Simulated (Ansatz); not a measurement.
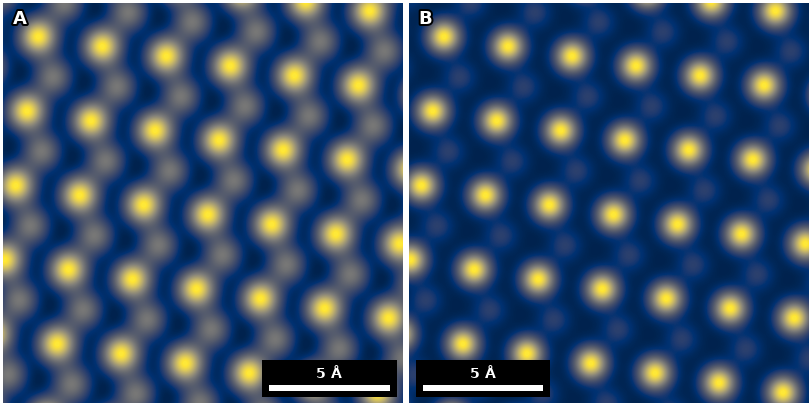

Two simulated images of the same area of MoP (P-6m2, No. 187) along [100], with a probe of 1.09 Å. One is incoherent Z contrast (Z^1.7 per atom), the other the projected potential of neutral atoms blurred by the probe (iDPC-like, thin sample). Brightness is counted from the darkest point of the image. Structure: the geometry relaxed at fixed volume with DFT PBE, scalar-relativistic, plane waves, PAW in Ansatz.

Which panel is which, and how can one tell?

Answer. B is the Z-contrast image and A the potential image. The columns of 1 P per repeat reach about 17 % of the brightest peak (1 Mo) in B but about 47 % in A, mainly since the potential grows much more slowly with atomic number.
